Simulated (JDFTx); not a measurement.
Run report: SnO, geometry relaxation (part 4 of 4)

Continued. System: SnO (4 atoms in the cell). Method: Kohn-Sham DFT of a periodic cell, r2SCAN, SG15-PBE-1.2, no spin polarisation (JDFTx 1.7.0 (patched build)); cutoff 1360.57 eV, 3×3×2 k-mesh, fermi-dirac of 0.05 eV. The structure derives from a Materials Project entry.

Geometry of the input (Å; fractional positions):
```
3.8137  0.0000  0.0000
0.0000  3.8137  0.0000
0.0000  0.0000  4.8869
Sn 0.5000  0.0000  0.7646
Sn 0.0000  0.5000  0.2354
O  0.0000  0.0000  0.0000
O  0.5000  0.5000  0.0000
```

**What the program printed, continued**
```
-------- Electronic minimization -----------
Will mix electronic and kinetic density at each iteration.
	FillingsUpdate:  mu: +0.432605069  nElectrons: 40.000000
	FillingsUpdate:  mu: +0.432708510  nElectrons: 40.000000
SCF: Cycle:  0   F: -151.913683680530255   dF: -2.482e-04   |Residual|: 3.127e-02   |deigs|: 1.745e-05
	FillingsUpdate:  mu: +0.432553340  nElectrons: 40.000000
SCF: Cycle:  1   F: -151.913928390936775   dF: -2.447e-04   |Residual|: 1.295e-02   |deigs|: 8.020e-04
	FillingsUpdate:  mu: +0.432672425  nElectrons: 40.000000
[... 7 further cycles ...]
SCF: Cycle:  9   F: -151.913944682792419   dF: -1.460e-10   |Residual|: 1.173e-05   |deigs|: 1.327e-06
	FillingsUpdate:  mu: +0.432709670  nElectrons: 40.000000
SCF: Cycle: 10   F: -151.913944682834199   dF: -4.178e-11   |Residual|: 7.193e-06   |deigs|: 4.788e-07
SCF: Converged (|Delta E|<1.000000e-09 for 2 iters).

Setting wave functions to eigenvectors of Hamiltonian
# Lattice vectors:
R =
[      7.22121            0            0  ]
[            0      7.22121            0  ]
[            0            0      9.06527  ]
unit cell volume = 472.717

# Strain tensor in Cartesian coordinates:
[   0.00199433            0            0  ]
[            0   0.00199433            0  ]
[            0            0   -0.0183713  ]

# Stress tensor in Cartesian coordinates [Eh/a0^3]:
[  3.52741e-06            0            0  ]
[            0  3.52741e-06            0  ]
[            0            0  8.29274e-07  ]

# Ionic positions in lattice coordinates:
ion Sn   0.500000000000000   0.000000000000000   0.763409412174986 1
ion Sn   0.000000000000000   0.500000000000000   0.236590587825014 1
ion O   0.000000000000000   0.000000000000000  -0.000000000000000 1
ion O   0.500000000000000   0.500000000000000   0.000000000000000 1

# Forces in Cartesian coordinates:
force Sn   0.000000000000000  -0.000000000000000  -0.000148766325928 1
force Sn   0.000000000000000  -0.000000000000000   0.000148766325928 1
force O   0.000000000000000   0.000000000000000   0.000000000000000 1
force O   0.000000000000000  -0.000000000000000   0.000000000000000 1

# Energy components:
   Eewald =     -118.1335186866446065
       EH =       36.4901148081633480
     Eloc =     -103.2219784217885348
      Enl =      -31.2769418375341601
      Exc =      -21.1139807282030318
       KE =       85.3423601850880686
-------------------------------------
     Etot =     -151.9139446809189167
       TS =        0.0000000019152908
-------------------------------------
        F =     -151.9139446828341988

LatticeMinimize: Iter:  11  F: -151.913944682834199  |grad|_K:  3.708e-04  alpha:  1.000e+00  linmin: -1.697e-01

-------- Electronic minimization -----------
Will mix electronic and kinetic density at each iteration.
	FillingsUpdate:  mu: +0.432709670  nElectrons: 40.000000
	FillingsUpdate:  mu: +0.433138917  nElectrons: 40.000000
SCF: Cycle:  0   F: -151.913857707144246   dF: -6.945e-05   |Residual|: 2.118e-02   |deigs|: 5.324e-06
	FillingsUpdate:  mu: +0.432975677  nElectrons: 40.000000
SCF: Cycle:  1   F: -151.913939491642537   dF: -8.178e-05   |Residual|: 7.694e-03   |deigs|: 5.533e-04
	FillingsUpdate:  mu: +0.433031849  nElectrons: 40.000000
[... 6 further cycles ...]
SCF: Cycle:  8   F: -151.913945583183505   dF: -2.764e-10   |Residual|: 1.076e-05   |deigs|: 7.771e-07
	FillingsUpdate:  mu: +0.433032995  nElectrons: 40.000000
SCF: Cycle:  9   F: -151.913945583233414   dF: -4.991e-11   |Residual|: 4.802e-06   |deigs|: 6.730e-07
SCF: Converged (|Delta E|<1.000000e-09 for 2 iters).

Setting wave functions to eigenvectors of Hamiltonian
# Lattice vectors:
R =
[       7.2195            0            0  ]
[            0       7.2195            0  ]
[            0            0      9.06464  ]
unit cell volume = 472.46

# Strain tensor in Cartesian coordinates:
[   0.00175645            0            0  ]
[            0   0.00175645            0  ]
[            0            0   -0.0184393  ]

# Stress tensor in Cartesian coordinates [Eh/a0^3]:
[  2.23456e-06            0            0  ]
[            0  2.23456e-06            0  ]
[            0            0  1.06737e-06  ]

# Ionic positions in lattice coordinates:
ion Sn   0.500000000000000   0.000000000000000   0.763303524228447 1
ion Sn   0.000000000000000   0.500000000000000   0.236696475771553 1
ion O   0.000000000000000   0.000000000000000  -0.000000000000000 1
ion O   0.500000000000000   0.500000000000000   0.000000000000000 1

# Forces in Cartesian coordinates:
force Sn   0.000000000000000   0.000000000000000  -0.000076551566846 1
force Sn  -0.000000000000000  -0.000000000000000   0.000076551566846 1
force O   0.000000000000000   0.000000000000000   0.000000000000000 1
force O   0.000000000000000   0.000000000000000   0.000000000000000 1

# Energy components:
   Eewald =     -118.1667755857964721
       EH =       36.4686516426094727
     Eloc =     -103.1677731228560191
      Enl =      -31.2772198168615603
      Exc =      -21.1143414178675890
       KE =       85.3435127195647567
-------------------------------------
     Etot =     -151.9139455812074289
       TS =        0.0000000020259858
-------------------------------------
        F =     -151.9139455832334136

LatticeMinimize: Iter:  12  F: -151.913945583233414  |grad|_K:  2.286e-04  alpha:  1.000e+00  linmin: -3.089e-01

-------- Electronic minimization -----------
Will mix electronic and kinetic density at each iteration.
	FillingsUpdate:  mu: +0.433032995  nElectrons: 40.000000
	FillingsUpdate:  mu: +0.433843233  nElectrons: 40.000000
SCF: Cycle:  0   F: -151.913898484575526   dF: -2.832e-05   |Residual|: 2.203e-02   |deigs|: 2.490e-06
	FillingsUpdate:  mu: +0.433622267  nElectrons: 40.000000
SCF: Cycle:  1   F: -151.913942357114081   dF: -4.387e-05   |Residual|: 8.204e-03   |deigs|: 5.477e-04
	FillingsUpdate:  mu: +0.433649431  nElectrons: 40.000000
[... 6 further cycles ...]
SCF: Cycle:  8   F: -151.913946014081205   dF: -2.050e-10   |Residual|: 8.947e-06   |deigs|: 1.882e-06
	FillingsUpdate:  mu: +0.433620156  nElectrons: 40.000000
SCF: Cycle:  9   F: -151.913946014109854   dF: -2.865e-11   |Residual|: 9.119e-06   |deigs|: 2.473e-07
SCF: Converged (|Delta E|<1.000000e-09 for 2 iters).

Setting wave functions to eigenvectors of Hamiltonian
# Lattice vectors:
R =
[      7.21703            0            0  ]
[            0      7.21703            0  ]
[            0            0      9.06257  ]
unit cell volume = 472.028

# Strain tensor in Cartesian coordinates:
[   0.00141376            0            0  ]
[            0   0.00141376            0  ]
[            0            0   -0.0186637  ]

# Stress tensor in Cartesian coordinates [Eh/a0^3]:
[ -7.72605e-07            0            0  ]
[            0 -7.72605e-07            0  ]
[            0            0 -4.16508e-07  ]

# Ionic positions in lattice coordinates:
ion Sn   0.500000000000000   0.000000000000000   0.763241215644241 1
ion Sn   0.000000000000000   0.500000000000000   0.236758784355759 1
ion O   0.000000000000000   0.000000000000000  -0.000000000000000 1
ion O   0.500000000000000   0.500000000000000   0.000000000000000 1

# Forces in Cartesian coordinates:
force Sn  -0.000000000000000  -0.000000000000000  -0.000206266535519 1
force Sn   0.000000000000000   0.000000000000000   0.000206266535520 1
force O   0.000000000000000   0.000000000000000   0.000000000000000 1
force O  -0.000000000000000   0.000000000000000   0.000000000000000 1

# Energy components:
   Eewald =     -118.2094707656632693
       EH =       36.4449647542030846
     Eloc =     -103.1029437110729674
      Enl =      -31.2779318868534126
      Exc =      -21.1152884568854695
       KE =       85.3467240542958052
-------------------------------------
     Etot =     -151.9139460119762362
       TS =        0.0000000021336235
-------------------------------------
        F =     -151.9139460141098539

LatticeMinimize: Iter:  13  F: -151.913946014109854  |grad|_K:  3.001e-04  alpha:  1.000e+00  linmin:  1.024e-01
LatticeMinimize: Converged (|Delta F|<1.000000e-06 for 2 iters).

Dumping 'run.eigStats' ...
	eMin: -0.403273 at state 0 ( [ +0.000000 +0.000000 +0.000000 ] spin 0 )
	HOMO: +0.406103 at state 0 ( [ +0.000000 +0.000000 +0.000000 ] spin 0 )
	mu  : +0.433620
	LUMO: +0.463685 at state 4 ( [ +0.333333 +0.333333 +0.000000 ] spin 0 )
	eMax: +0.804603 at state 5 ( [ +0.333333 +0.333333 +0.500000 ] spin 0 )
	HOMO-LUMO gap: +0.057582
	Optical gap  : +0.088731 at state 0 ( [ +0.000000 +0.000000 +0.000000 ] spin 0 )
Done!
```

**Trajectory as extended XYZ (Å, eV, eV/Å), 14 frames, from step=0 to step=13**
```
4
Lattice="3.8137 0.0000 0.0000 0.0000 3.8137 0.0000 0.0000 0.0000 4.8869" Properties=species:S:1:pos:R:3:forces:R:3 step=0 energy=-4133.78474
Sn    1.9068    0.0000    3.7367    0.0000   0.0000   0.1843
Sn    0.0000    1.9068    1.1503    0.0000   0.0000  -0.1843
O     0.0000    0.0000    0.0000    0.0000   0.0000   0.0000
O     1.9068    1.9068    0.0000    0.0000   0.0000   0.0000
4
Lattice="3.8133 0.0000 0.0000 0.0000 3.8133 0.0000 0.0000 0.0000 4.8851" Properties=species:S:1:pos:R:3:forces:R:3 step=1 energy=-4133.78559
Sn    1.9066    0.0000    3.7372    0.0000   0.0000   0.1384
Sn    0.0000    1.9066    1.1479    0.0000   0.0000  -0.1384
O     0.0000    0.0000    0.0000    0.0000   0.0000   0.0000
O     1.9066    1.9066    0.0000    0.0000   0.0000   0.0000
4
Lattice="3.8128 0.0000 0.0000 0.0000 3.8128 0.0000 0.0000 0.0000 4.8784" Properties=species:S:1:pos:R:3:forces:R:3 step=2 energy=-4133.78687
Sn    1.9064    0.0000    3.7368    0.0000   0.0000   0.0187
Sn    0.0000    1.9064    1.1416    0.0000   0.0000  -0.0187
O     0.0000    0.0000    0.0000    0.0000   0.0000   0.0000
O     1.9064    1.9064    0.0000    0.0000   0.0000   0.0000
4
Lattice="3.8134 0.0000 0.0000 0.0000 3.8134 0.0000 0.0000 0.0000 4.8750" Properties=species:S:1:pos:R:3:forces:R:3 step=3 energy=-4133.78705
Sn    1.9067    0.0000    3.7348    0.0000   0.0000  -0.0025
Sn    0.0000    1.9067    1.1402    0.0000   0.0000   0.0025
O     0.0000    0.0000    0.0000    0.0000   0.0000   0.0000
O     1.9067    1.9067    0.0000    0.0000   0.0000   0.0000
4
Lattice="3.8153 0.0000 0.0000 0.0000 3.8153 0.0000 0.0000 0.0000 4.8657" Properties=species:S:1:pos:R:3:forces:R:3 step=4 energy=-4133.78744
Sn    1.9077    0.0000    3.7276    0.0000   0.0000  -0.0245
Sn    0.0000    1.9077    1.1382    0.0000   0.0000   0.0245
O     0.0000    0.0000    0.0000    0.0000   0.0000   0.0000
O     1.9077    1.9077    0.0000    0.0000   0.0000   0.0000
4
Lattice="3.8163 0.0000 0.0000 0.0000 3.8163 0.0000 0.0000 0.0000 4.8585" Properties=species:S:1:pos:R:3:forces:R:3 step=5 energy=-4133.78769
Sn    1.9081    0.0000    3.7214    0.0000   0.0000  -0.0345
Sn    0.0000    1.9081    1.1371    0.0000   0.0000   0.0345
O     0.0000    0.0000    0.0000    0.0000   0.0000   0.0000
O     1.9081    1.9081    0.0000    0.0000   0.0000   0.0000
4
Lattice="3.8185 0.0000 0.0000 0.0000 3.8185 0.0000 0.0000 0.0000 4.8360" Properties=species:S:1:pos:R:3:forces:R:3 step=6 energy=-4133.78823
Sn    1.9092    0.0000    3.7018    0.0000   0.0000  -0.0656
Sn    0.0000    1.9092    1.1342    0.0000   0.0000   0.0656
O     0.0000    0.0000    0.0000    0.0000   0.0000   0.0000
O     1.9092    1.9092    0.0000    0.0000   0.0000   0.0000
4
Lattice="3.8212 0.0000 0.0000 0.0000 3.8212 0.0000 0.0000 0.0000 4.8072" Properties=species:S:1:pos:R:3:forces:R:3 step=7 energy=-4133.78846
Sn    1.9106    0.0000    3.6764    0.0000   0.0000  -0.0972
Sn    0.0000    1.9106    1.1308    0.0000   0.0000   0.0972
O     0.0000    0.0000    0.0000    0.0000   0.0000   0.0000
O     1.9106    1.9106    0.0000    0.0000   0.0000   0.0000
4
Lattice="3.8210 0.0000 0.0000 0.0000 3.8210 0.0000 0.0000 0.0000 4.7935" Properties=species:S:1:pos:R:3:forces:R:3 step=8 energy=-4133.78724
Sn    1.9105    0.0000    3.6679    0.0000   0.0000  -0.1869
Sn    0.0000    1.9105    1.1256    0.0000   0.0000   0.1869
O     0.0000    0.0000    0.0000    0.0000   0.0000   0.0000
O     1.9105    1.9105    0.0000    0.0000   0.0000   0.0000
4
Lattice="3.8214 0.0000 0.0000 0.0000 3.8214 0.0000 0.0000 0.0000 4.7945" Properties=species:S:1:pos:R:3:forces:R:3 step=9 energy=-4133.78797
Sn    1.9107    0.0000    3.6667    0.0000   0.0000  -0.1440
Sn    0.0000    1.9107    1.1278    0.0000   0.0000   0.1440
O     0.0000    0.0000    0.0000    0.0000   0.0000   0.0000
O     1.9107    1.9107    0.0000    0.0000   0.0000   0.0000
4
Lattice="3.8219 0.0000 0.0000 0.0000 3.8219 0.0000 0.0000 0.0000 4.7970" Properties=species:S:1:pos:R:3:forces:R:3 step=10 energy=-4133.78898
Sn    1.9109    0.0000    3.6630    0.0000   0.0000  -0.0226
Sn    0.0000    1.9109    1.1340    0.0000   0.0000   0.0226
O     0.0000    0.0000    0.0000    0.0000   0.0000   0.0000
O     1.9109    1.9109    0.0000    0.0000   0.0000   0.0000
4
Lattice="3.8213 0.0000 0.0000 0.0000 3.8213 0.0000 0.0000 0.0000 4.7971" Properties=species:S:1:pos:R:3:forces:R:3 step=11 energy=-4133.78902
Sn    1.9106    0.0000    3.6622    0.0000   0.0000  -0.0076
Sn    0.0000    1.9106    1.1350    0.0000   0.0000   0.0076
O     0.0000    0.0000    0.0000    0.0000   0.0000   0.0000
O     1.9106    1.9106    0.0000    0.0000   0.0000   0.0000
4
Lattice="3.8204 0.0000 0.0000 0.0000 3.8204 0.0000 0.0000 0.0000 4.7968" Properties=species:S:1:pos:R:3:forces:R:3 step=12 energy=-4133.78905
Sn    1.9102    0.0000    3.6614    0.0000   0.0000  -0.0039
Sn    0.0000    1.9102    1.1354    0.0000   0.0000   0.0039
O     0.0000    0.0000    0.0000    0.0000   0.0000   0.0000
O     1.9102    1.9102    0.0000    0.0000   0.0000   0.0000
4
Lattice="3.8191 0.0000 0.0000 0.0000 3.8191 0.0000 0.0000 0.0000 4.7957" Properties=species:S:1:pos:R:3:forces:R:3 step=13 energy=-4133.78906
Sn    1.9095    0.0000    3.6603    0.0000   0.0000  -0.0106
Sn    0.0000    1.9095    1.1354    0.0000   0.0000   0.0106
O     0.0000    0.0000    0.0000    0.0000   0.0000   0.0000
O     1.9095    1.9095    0.0000    0.0000   0.0000   0.0000
```

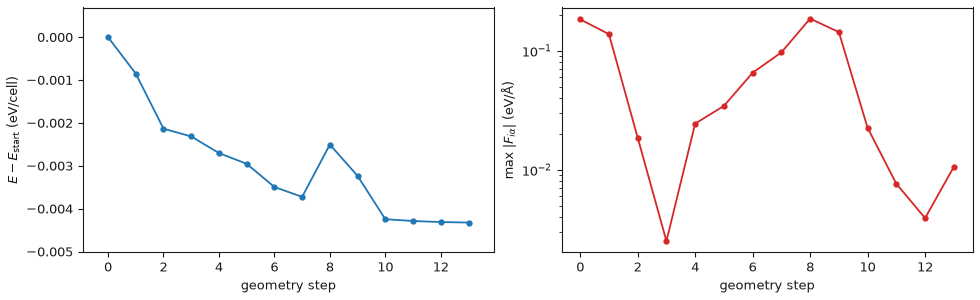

Figure 1. Progress of the relaxation, step by step (steps are counted from 0).

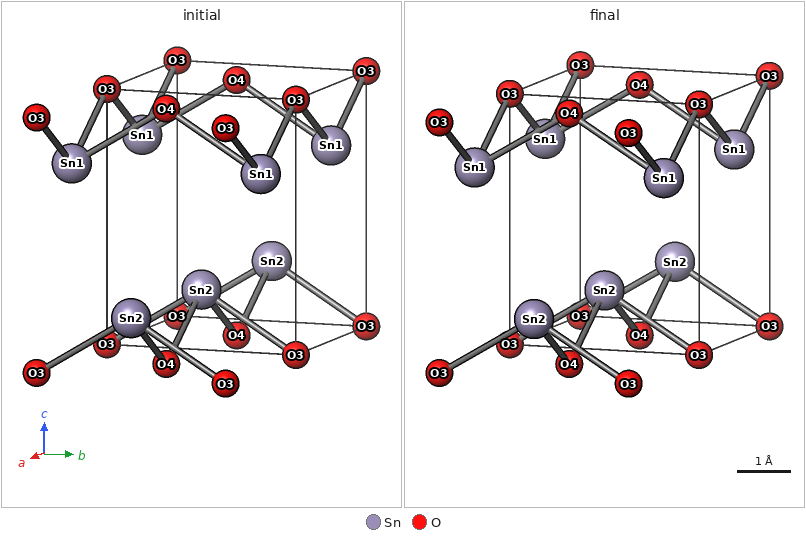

Figure 2. Before (left) and after (right) the relaxation, at one scale (ball-and-stick view of the cell of the calculation, repeated 2 × 1 × 1, seen slightly off an axis). Over 13 geometry steps the energy falls by 4.3 meV per cell of the calculation. The largest force component goes from 0.18 to 0.011 eV/Å. The largest moves relative to the cell, 0.007 Å, are those of Sn1 and Sn2. O stays in place. Cell: a = b 3.814 → 3.819 Å (+0.1 %), c 4.887 → 4.796 Å (−1.9 %). Volume −1.6 %. Among the contacts that change: Sn1–O3 2.227 → 2.222 Å. The space group stays P4/nmm (No. 129). (Atoms are counted from 1 in the order of the input.)

**Key numbers**

| quantity | value |
| --- | --- |
| outcome | converged |
| space group (tolerance 0.01 Å) | P4/nmm (129) |
| electrons treated | 40 |
| free energy | −4133.7891 eV |
| gap on the k-point mesh | 1.57 eV |
| pressure | 0.02 GPa |
| final volume | 69.95 Å³ |
| largest force (length of the vector) at the end | 0.011 eV/Å |
| final cell | a = 3.819 Å, b = 3.819 Å, c = 4.796 Å, α = 90.00°, β = 90.00°, γ = 90.00° |
| hardware | 1 thread of Intel Xeon (Granite Rapids), 192 GiB of memory available, shared host |
| wall time | 16 min |
| peak memory | 0.31 GiB |

**Remarks**

Points of doubt noted for this run: coarse mesh; metagga forces on grid. So coarse a mesh can miss the band edges, so the true gap of this method can be much smaller, or zero. The k-point mesh is coarse for a cell of this size, so the results may not be converged.
